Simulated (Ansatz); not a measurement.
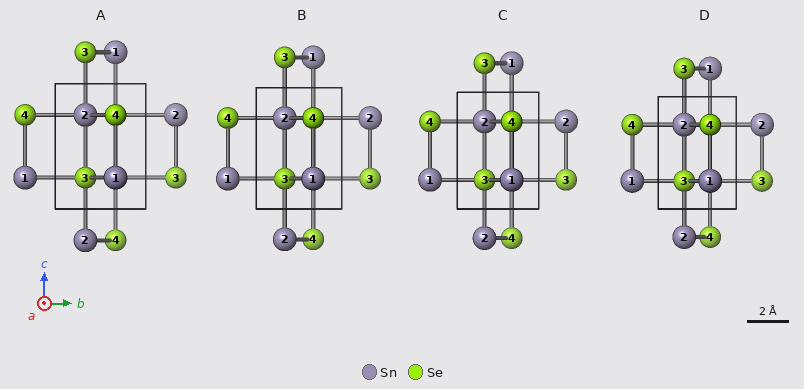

4 geometries from one relaxation of crystalline SnSe (built on the h-MgO (five-fold) type), in shuffled order. A ball-and-stick model of the cell of the calculation, seen along the a axis.

All numbers below come from Ansatz, DFT, PBE, plane waves, PAW. (plane-wave cutoff 420 eV; k-point mesh 6 × 6 × 4; occupations fermi dirac; smearing width 0.02 eV; no spin polarisation; cell and atoms relaxed; force threshold 0.005 eV/Å)

Question: Order the frames from highest to lowest energy.

Answer: D, C, B, A. They are steps 0, 1, 2, 9, at +3.585 eV per cell of the calculation, +1.501 eV per cell of the calculation, +0.407 eV per cell of the calculation relative to the last. No atom moves by more than 0.005 Å relative to the cell. The volume changes by +50.6 %, with a = b 4.390 → 5.100 Å (+16.2 %), c 5.487 → 6.125 Å (+11.6 %). Some distances before and after: Sn1–Se3 2.535 → 2.944 Å, Sn1–Se4 2.744 → 3.062 Å. The space group stays P6_3/mmc (No. 194). After 7 accepted moves (9 points after the start) the energy has fallen by 3.585 eV per cell of the calculation. All forces vanish by symmetry, so only the cell relaxes. The pressure goes from 34.31 to 0.00 GPa. At 2 points the geometry stayed and the basis and grid were re-selected for the new cell (energy shift of 33.0 meV per cell of the calculation at most each time).
